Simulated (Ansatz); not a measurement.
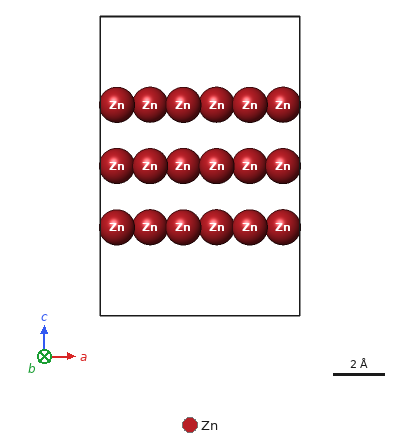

Figure 1. The input geometry (spheres-only view of the 3 × 1 repeat of the cell, with the vacuum cut short, along the b axis).

# Geometry relaxation, with input and output: Zn

- system: Zn (slab, 6 atoms in the cell)
- method: DFT, PBE, all-electron LAPW, scalar-relativistic, no spin polarisation (Ansatz 0.2.0)

It belongs to a series of runs on one base structure; here: atoms relaxed, LAPW.

**Input file**
```yaml
crystal:
  lattice:
    - [2.6358129023, 0.0, 0.0]
    - [0.0, 5.0929172529, 0.0]
    - [0.0, 0.0, 21.3263]
  atoms:
    - { symbol: Zn, position: [0.75, 0.75, 0.3861879559] }
    - { symbol: Zn, position: [0.25, 0.25, 0.3858825422] }
    - { symbol: Zn, position: [0.25, 0.75, 0.500152225] }
    - { symbol: Zn, position: [0.75, 0.25, 0.499847772] }
    - { symbol: Zn, position: [0.75, 0.75, 0.6141174587] }
    - { symbol: Zn, position: [0.25, 0.25, 0.6138120462] }
kpoints:
  mp_grid: { grid: [14, 7, 1] }
scf:
  occupations: { method: fermi_dirac, width: 0.1 }
hamiltonian:
  xc: pbe
  pseudopotentials: { kind: all_electron, lapw: { basis_error: 0.001 } }
output:
  forces: true
  stress: true
  eigenvalues: true
relax:
  f_tol: 0.01
  max_steps: 12
efield:
  axis: 3
  amplitude: 0
  dipole_correction: true
```

Run on 2 threads of Arm Neoverse V2, 24 GiB of memory available, shared host.

Launched with:
```bash
ansatz run input.yaml --threads 2 --pin off --max-ram 4096MiB --backend cpu --events-out ev --progress --plain --runs-dir out
```

**What the program printed**
```
The last accepted step is kept in [file] (removed where the run ends without a failure and the disk answers)
LAPW: plane waves up to 8.768 Å⁻¹, error target 1.0e-3 eV per atom; small_component_spin mean_spin; Zn in spheres of 1.278 Å, 20 of its electrons in bands, Dirac shells [] (how accurate: hamiltonian.pseudopotentials.lapw.basis_error, Limitations)
Engine: ansatz 0.2.0, aarch64-unknown-linux-gnu
Pseudopotentials: kind: all_electron
Pseudopotential: Zn, LAPW, valence charge 20, lapw/all_electron/scalar/gaussian/Zn, Koelling and Harmon's equation, gaussian nucleus
Functional definition: PBE
  parameter kappa = 0.804
  parameter beta = 0.06672455060314922
  exchange = pbe_x(kappa = kappa, mu = beta*pi^2/3)
  correlation = pbe_c(beta = beta)
Crystal: 6 atoms, lattice volume = 286.284 Å³
Basis set: ecut = 292.8834889578157 eV, 3239 PW (Γ), exchange–correlation at level 2
Bands: 72, of which v1, the nominal top of the filled ones, is band 60 counted from 1 (59 counted from 0)
Symmetry: 4 space group operations
k-points: 32 of 98
Non-local potential: Zn, projectors of the file, none
Initial density: superposition of atomic densities (neutral atoms: chi_scale 0, normalization atom)
Initial wavefunctions: plane waves of lowest kinetic energy (no species holds an atomic orbital)
Functional: x = pbe(κ = 0.804, μ = 0.2195149727645171), c = pbe(β = 0.06672455060314922)
iter 1 solved again at ethr=3.45e-4 eV; its pass at ethr=1.00e-1 eV (dr2=4.14e-1 eV) is discarded
SCF iter   1: F=—  HF=-293237.640633 eV  |F-HF|=—  |Δ(HF+E_count)|=         —  Δρ=1.21e-2  dr2=4.18e-1  ethr=3.45e-4  p=-0.000 e·Å  D=-5.71e-15 V/Å  ΔV_dip=0.00 eV  dr2_dipole=5.37e-16  V_vac-E_F(+/−)=4.38/4.38 eV  ⟨swp⟩=3.1  Hψ=14882  notcnv=0
efield: sawtooth ramp at fractional position 0.9500 (placed from the atoms, in the widest stretch of the axis that holds none; the zero of the levels goes with the place), width 0.1000; the density the first Hamiltonian is built on has a dipole p = 0.000 e·Å; the dipole correction subtracts the counter field D = 6.65e-14 V/Å, which shifts the + side's vacuum level by -0.00 eV against the − side's; the planar-averaged density in the ramp window peaks in size at 4.9e-7 e/Å³
preconditioner: auto → LDOS  [metal: Δε(μ)=0.084 eV  Ē_g=10.325 eV  σ=0.100 eV  W_gap=0.21  n_scr=42 (ndim 8)  ℏωp=18.6 eV  f_vac=0.617  D(μ)=1.96/eV (n_scr^D=6)  β→1.0]
iter 2 solved again at ethr=1.30e-5 eV; its pass at ethr=3.45e-4 eV (dr2=1.55e-2 eV) is discarded
SCF iter   2: F=—  HF=-293238.831144 eV  |F-HF|=—  |Δ(HF+E_count)|=    1.19e0  Δρ=2.42e-3  dr2=1.56e-2  ethr=1.30e-5  p=0.000 e·Å  D=1.47e-9 V/Å  ΔV_dip=-0.00 eV  dr2_dipole=1.05e-17  V_vac-E_F(+/−)=4.50/4.50 eV  ⟨swp⟩=2.0  Hψ=12696  notcnv=0  recentre
SCF iter   3: F=—  HF=-293237.248063 eV  |F-HF|=—  |Δ(HF+E_count)|=    1.58e0  Δρ=5.29e-3  dr2=6.98e-2  ethr=1.30e-5  p=0.000 e·Å  D=7.72e-10 V/Å  ΔV_dip=-0.00 eV  dr2_dipole=8.15e-17  V_vac-E_F(+/−)=4.39/4.39 eV  ⟨swp⟩=3.4  Hψ=8022  notcnv=0
SCF iter   4: F=—  HF=-293237.175878 eV  |F-HF|=—  |Δ(HF+E_count)|=   7.22e-2  Δρ=8.04e-4  dr2=1.49e-3  ethr=1.30e-5  p=0.000 e·Å  D=1.58e-9 V/Å  ΔV_dip=-0.00 eV  dr2_dipole=6.97e-20  V_vac-E_F(+/−)=4.37/4.37 eV  ⟨swp⟩=3.0  Hψ=7502  notcnv=0
SCF iter   5: F=—  HF=-293237.177906 eV  |F-HF|=—  |Δ(HF+E_count)|=   2.03e-3  Δρ=1.32e-4  dr2=6.72e-5  ethr=1.24e-6  p=0.000 e·Å  D=1.70e-9 V/Å  ΔV_dip=-0.00 eV  dr2_dipole=4.81e-20  V_vac-E_F(+/−)=4.34/4.34 eV  ⟨swp⟩=3.0  Hψ=6657  notcnv=0
SCF iter   6: F=—  HF=-293237.177853 eV  |F-HF|=—  |Δ(HF+E_count)|=   5.26e-5  Δρ=6.83e-5  dr2=1.06e-5  ethr=5.60e-8  p=0.000 e·Å  D=1.68e-9 V/Å  ΔV_dip=-0.00 eV  dr2_dipole=2.20e-20  V_vac-E_F(+/−)=4.34/4.34 eV  ⟨swp⟩=3.0  Hψ=6950  notcnv=0
SCF iter   7: F=—  HF=-293237.177836 eV  |F-HF|=—  |Δ(HF+E_count)|=   1.77e-5  Δρ=3.38e-5  dr2=2.49e-6  ethr=8.84e-9  p=0.000 e·Å  D=1.71e-9 V/Å  ΔV_dip=-0.00 eV  dr2_dipole=2.66e-22  V_vac-E_F(+/−)=4.34/4.34 eV  ⟨swp⟩=3.0  Hψ=6787  notcnv=0
iter 8 did not close the SCF: its close was put off until two iterations running show no level that it waits for move by more than its bar (scf_convergence_deferred on its scf_iter line)
SCF iter   8: F=-293237.177840 eV  HF=-293237.177840 eV  |F-HF|=2.66e-7  |Δ(HF+E_count)|=   4.63e-6  Δρ=7.75e-6  dr2=1.47e-7  ethr=2.07e-9  p=0.000 e·Å  D=1.73e-9 V/Å  ΔV_dip=-0.00 eV  dr2_dipole=1.22e-20  V_vac-E_F(+/−)=4.34/4.34 eV  ⟨swp⟩=3.0  Hψ=6693  notcnv=0
SCF iter   9: F=-293237.177841 eV  HF=-293237.177841 eV  |F-HF|=3.03e-9  |Δ(HF+E_count)|=   3.24e-7  Δρ=8.13e-7  dr2=1.91e-9  ethr=1.23e-10  p=0.000 e·Å  D=1.73e-9 V/Å  ΔV_dip=-0.00 eV  dr2_dipole=3.45e-20  V_vac-E_F(+/−)=4.34/4.34 eV  ⟨swp⟩=3.0  Hψ=6710  notcnv=0
SCF 1 converged in 9 iterations: F = -293237.177841 eV  dr2 = 1.91e-9
relax step   1: F+E_penalty+E_count = -293237.17784051 eV  Δ(F+E_penalty+E_count) = +0.000e0 eV  max|allowed force component| = 4.532e-3 eV/Å  Δτ_max = 0.0000 Å  (9 SCF iters, dr2 threshold 2.50e-6 eV, accepted)
Initial density: handed on by an earlier stage of this run
Initial wavefunctions: those handed on with the density
iter 1 solved again at ethr=1.61e-12 eV; its pass at ethr=1.00e-1 eV (dr2=1.94e-9 eV) is discarded
SCF iter   1: F=—  HF=-293237.177840 eV  |F-HF|=—  |Δ(HF+E_count)|=         —  Δρ=8.01e-7  dr2=1.94e-9  ethr=4.15e-12 (applied; sched 1.61e-12)  p=0.000 e·Å  D=1.73e-9 V/Å  ΔV_dip=-0.00 eV  dr2_dipole=3.53e-20  V_vac-E_F(+/−)=4.34/4.34 eV  ⟨swp⟩=2.0  Hψ=9244  notcnv=0
efield: sawtooth ramp at fractional position 0.9500 (handed on by an earlier solve), width 0.1000; the density the first Hamiltonian is built on has a dipole p = 0.000 e·Å; the dipole correction subtracts the counter field D = 1.73e-9 V/Å, which shifts the + side's vacuum level by -0.00 eV against the − side's; the planar-averaged density in the ramp window peaks in size at 2.1e-7 e/Å³
preconditioner: auto → LDOS  [metal: Δε(μ)=0.100 eV  Ē_g=10.885 eV  σ=0.100 eV  W_gap=0.25  n_scr=42 (ndim 8)  ℏωp=18.6 eV  f_vac=0.617  D(μ)=2.08/eV (n_scr^D=6)  β→1.0]
SCF iter   2: F=-293237.177841 eV  HF=-293237.177841 eV  |F-HF|=1.11e-8  |Δ(HF+E_count)|=   4.15e-8  Δρ=2.54e-7  dr2=3.18e-10  ethr=5.93e-12 (applied; sched 1.61e-12)  p=0.000 e·Å  D=1.70e-9 V/Å  ΔV_dip=-0.00 eV  dr2_dipole=1.70e-19  V_vac-E_F(+/−)=4.34/4.34 eV  ⟨swp⟩=3.0  Hψ=6689  notcnv=0
SCF 2 converged in 2 iterations: F = -293237.177841 eV  dr2 = 3.18e-10
relax step   2: F+E_penalty+E_count = -293237.17784050 eV  Δ(F+E_penalty+E_count) = +5.006e-9 eV  max|allowed force component| = 4.540e-3 eV/Å  Δτ_max = 0.0000 Å  (2 SCF iters, accepted)
```

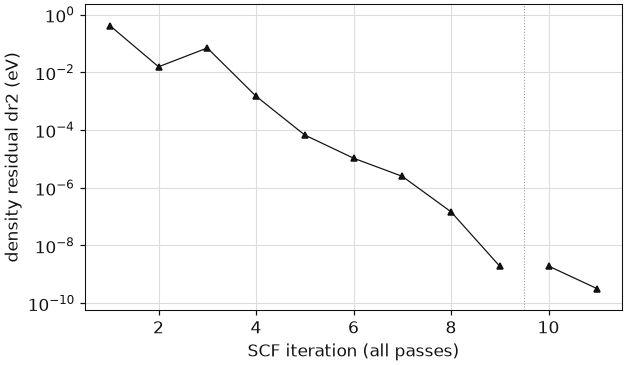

Figure 2. Convergence of the self-consistent field: density residual dr2 against the SCF iteration. The dotted lines part the SCF passes of the relaxation: geometry steps, rejected trials and re-solves on a re-selected basis. The passes take 9 and 2 iterations.

```
SCF converged after 2 iterations
Free energy (F): -293237.177841 eV
Harris-Foulkes:  -293237.177841 eV  (|F-HF|=1.11e-8)
Internal energy: -293237.108797 eV  (E = F + TS)
E sigma→0 (E₀):  -293237.143319 eV
Entropy (-TS):   -0.069044 eV (-11.507 meV/atom)
Fermi energy:    1.418021 eV
Dipole field:    D = 0.000000 V/Å  (p = 0.000000 e·Å, saw-weighted, corrected)
Work function:   Φ+ = 4.3390 eV   Φ− = 4.3390 eV
Levels:          The Fermi level and band energies are counted from a zero that moves with the ramp; work functions are not
--- Per-component energies (eV) ---
  E_band       = -4695.895902
  E_kinetic    = 298624.856816
  E_xc         = -11696.632549
  E_efield     = 0.000000  (sawtooth field / dipole correction)
  E_electrostatic = -580165.333064  (all electrons and nuclei)
  E_smearing   = -0.069044  (= −TS)
  E_closure    = 0.000000  (closes the sum)
  E_atoms      = -293231.489433  (free atoms, spherical and without spin; not in F)
  Σ components = -293237.177841   (vs F -293237.177841, Δ=0.00e0)
  Basis errors (estimates in eV, not in F): energy 3.9e-4 per atom: plane waves 3.7e-4 (2.1e-4 summed), levels above the bands 3.5e-31, relativity 3.2e-9, radial functions 2.4e-5, core shells 2.1e-10; eigenvalues (radial functions only) 3.9e-7; not estimated: angular momenta, meshes, grids; target (lapw.basis_error) 1.0e-3; muffin-tin radii Zn 1.278 Å
--- Forces (eV/Å), atoms counted from 1 ---
  atom   1  Zn    -0.00000000     0.00000000    -0.00453955
  atom   2  Zn    -0.00000000     0.00000000     0.00000415
  atom   3  Zn     0.00000000     0.00000000    -0.00209523
  atom   4  Zn    -0.00000000    -0.00000000     0.00209552
  atom   5  Zn     0.00000000    -0.00000000    -0.00000430
  atom   6  Zn     0.00000000    -0.00000000     0.00453941
  max |Σ_I F_I| component: 1.75e-9 eV/Å
--- Stress (GPa, compression-positive) ---
       -2.310265       0.000000      -0.000000
        0.000000      -2.770624      -0.000000
       -0.000000      -0.000000       0.013962
  P = ⅓ Tr σ = -1.6890 GPa (-16.890 kbar)
--- Band table (eV; the first three rows and the last of 32) ---
  k-point 0: bands = ["-124.7475", "-124.7468", "-124.6311", "-124.6311", "-124.6303", "-124.6303", "-78.9126", "-78.9115", "-78.9081", "-78.8970", "-78.8845", "-78.8823", "-78.8033", "-78.8029", "-78.8022", "-78.8018", "-78.7902", "-78.7902", "-78.7791", "-78.7791", "-78.7678", "-78.7678", "-78.7656", "-78.7656", "-7.6572", "-6.5774", "-6.4758", "-6.4751", "-6.3567", "-6.2659", "-6.2061", "-6.0378", "-5.8659", "-5.8437", "-5.8186", "-5.7869", "-5.7818", "-5.6052", "-5.5940", "-5.5555", "-5.5196", "-5.5121", "-5.4746", "-5.4629", "-5.4513", "-5.3444", "-5.3367", "-5.3236", "-5.2914", "-5.2666", "-5.2070", "-5.1859", "-5.1751", "-5.1354", "-5.0859", "-5.0829", "-2.8868", "-1.1055", "-1.0351", "-0.0394", "0.1394", "0.5342", "2.4663", "2.7547", "3.5856", "4.8003", "5.3241", "5.6887", "6.9487", "7.2341", "8.3931", "9.1076"]
  k-point 1: bands = ["-124.7475", "-124.7468", "-124.6311", "-124.6311", "-124.6303", "-124.6303", "-78.9125", "-78.9116", "-78.9075", "-78.8975", "-78.8844", "-78.8824", "-78.8032", "-78.8029", "-78.8022", "-78.8019", "-78.7896", "-78.7896", "-78.7796", "-78.7796", "-78.7677", "-78.7677", "-78.7657", "-78.7657", "-7.5439", "-6.5067", "-6.4713", "-6.4441", "-6.3514", "-6.2588", "-6.1812", "-6.0274", "-5.8630", "-5.8405", "-5.8176", "-5.7830", "-5.7752", "-5.5942", "-5.5904", "-5.5863", "-5.5454", "-5.5237", "-5.4661", "-5.4557", "-5.4449", "-5.3644", "-5.3212", "-5.3170", "-5.2693", "-5.2270", "-5.2201", "-5.2182", "-5.1732", "-5.1373", "-5.1058", "-5.1026", "-2.7939", "-2.6819", "-1.2783", "0.1054", "0.7210", "1.1174", "2.1274", "3.6987", "4.3140", "4.3704", "5.4404", "5.8071", "7.0671", "7.3487", "7.9845", "8.9646"]
  k-point 2: bands = ["-124.7474", "-124.7469", "-124.6310", "-124.6310", "-124.6304", "-124.6304", "-78.9124", "-78.9117", "-78.9060", "-78.8991", "-78.8841", "-78.8827", "-78.8031", "-78.8028", "-78.8023", "-78.8020", "-78.7881", "-78.7881", "-78.7812", "-78.7812", "-78.7674", "-78.7673", "-78.7660", "-78.7660", "-7.2241", "-6.4705", "-6.3789", "-6.3467", "-6.3396", "-6.2379", "-6.1127", "-5.9872", "-5.8560", "-5.8430", "-5.8063", "-5.7629", "-5.7325", "-5.7155", "-5.5802", "-5.5343", "-5.5331", "-5.5161", "-5.5116", "-5.4100", "-5.4034", "-5.3940", "-5.3599", "-5.3167", "-5.3144", "-5.2806", "-5.2769", "-5.1707", "-5.1584", "-5.1573", "-5.1428", "-4.9676", "-4.0233", "-2.6339", "-2.5088", "-0.2535", "0.5259", "2.8802", "2.9253", "4.0365", "4.5423", "5.7876", "5.8377", "6.1613", "7.2925", "7.4190", "7.6894", "8.2567"]
  k-point 31: bands = ["-124.7456", "-124.7456", "-124.6293", "-124.6293", "-124.6290", "-124.6290", "-78.9101", "-78.9101", "-78.9072", "-78.9072", "-78.8993", "-78.8993", "-78.8012", "-78.8012", "-78.8007", "-78.8007", "-78.7902", "-78.7902", "-78.7900", "-78.7900", "-78.7817", "-78.7817", "-78.7815", "-78.7815", "-6.2811", "-6.2811", "-6.2630", "-6.2630", "-6.1425", "-6.1425", "-6.1187", "-6.1187", "-6.1072", "-6.1072", "-5.8833", "-5.8833", "-5.5301", "-5.5301", "-5.4451", "-5.4451", "-5.4300", "-5.4300", "-5.4256", "-5.4256", "-5.2975", "-5.2975", "-5.2105", "-5.2105", "-5.1519", "-5.1519", "-5.0480", "-5.0480", "-5.0332", "-5.0332", "-0.5569", "-0.5569", "0.3058", "0.3058", "0.5957", "0.5957", "2.4847", "2.4847", "3.5445", "3.5445", "4.3666", "4.3666", "6.9296", "6.9296", "8.1212", "8.1212", "9.5560", "9.5560"]
--- Relaxed structure (2 steps of the walk, 2 accepted, 0 SCFs on fresh bases) ---
  F+E_penalty+E_count = -293237.17784050 eV   max|allowed force component| = 4.540e-3 eV/Å
  atoms:
    - { symbol: Zn, position: [0.7500000000000001, 0.75, 0.3861879559] }
    - { symbol: Zn, position: [0.25, 0.25000000000000006, 0.38588254220000007] }
    - { symbol: Zn, position: [0.25, 0.75, 0.5001522250000001] }
    - { symbol: Zn, position: [0.7500000000000001, 0.25000000000000006, 0.4998477720000001] }
    - { symbol: Zn, position: [0.7500000000000001, 0.75, 0.6141174587] }
    - { symbol: Zn, position: [0.25, 0.25000000000000006, 0.6138120462] }
```

**Trajectory as extended XYZ (Å, eV, eV/Å), 2 frames, from step=1 to step=2**
```
6
Lattice="2.6358 0.0000 0.0000 0.0000 5.0929 0.0000 0.0000 0.0000 21.3263" Properties=species:S:1:pos:R:3:forces:R:3 step=1 energy=-293237.17784
Zn    1.9769    3.8197    8.2360    0.0000   0.0000  -0.0045
Zn    0.6590    1.2732    8.2294    0.0000   0.0000   0.0000
Zn    0.6590    3.8197   10.6664    0.0000   0.0000  -0.0021
Zn    1.9769    1.2732   10.6599    0.0000   0.0000   0.0021
Zn    1.9769    3.8197   13.0969    0.0000   0.0000   0.0000
Zn    0.6590    1.2732   13.0903    0.0000   0.0000   0.0045
6
Lattice="2.6358 0.0000 0.0000 0.0000 5.0929 0.0000 0.0000 0.0000 21.3263" Properties=species:S:1:pos:R:3:forces:R:3 step=2 energy=-293237.17784
Zn    1.9769    3.8197    8.2360    0.0000   0.0000  -0.0045
Zn    0.6590    1.2732    8.2294    0.0000   0.0000   0.0000
Zn    0.6590    3.8197   10.6664    0.0000   0.0000  -0.0021
Zn    1.9769    1.2732   10.6599    0.0000   0.0000   0.0021
Zn    1.9769    3.8197   13.0969    0.0000   0.0000   0.0000
Zn    0.6590    1.2732   13.0903    0.0000   0.0000   0.0045
```

**Summary**

| quantity | value |
| --- | --- |
| outcome | converged |
| electrons in bands (core shells apart) | 120 |
| free energy | −293237.1778 eV |
| Fermi energy | 1.418 eV |
| final volume | 286.28 Å³ |
| largest force (length of the vector) at the end | 0.005 eV/Å |
| wall time | 4.2 min (CPU time 8.4 min) |
| peak memory | 1.1 GiB |
